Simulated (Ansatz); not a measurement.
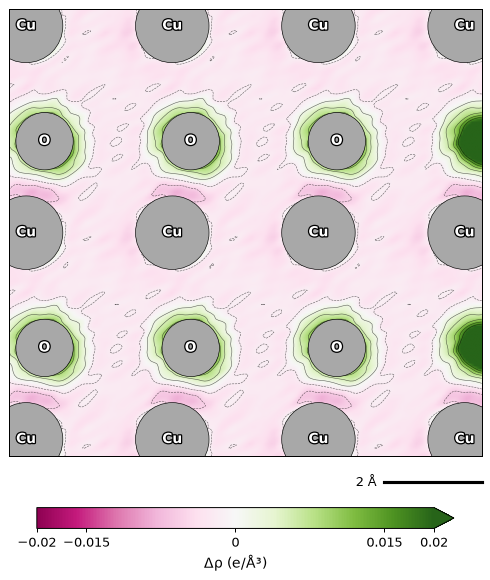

CuO. Difference of the valence pseudo-densities of two functionals at the same geometry, on the (11̄0) plane of the calculation cell: one of PBE and PBEsol less the other.

Both computed with Ansatz (plane waves, PAW), on the same k-point mesh. Grey discs cover the atomic cores.

**Which was subtracted from which, and what does the map show?**

It is PBE less PBEsol. Against PBEsol, PBE gives less density in the space between the atoms (−0.002 e/Å³ on average) and a change of −0.006 e/Å³ at the midpoint of Cu–O.
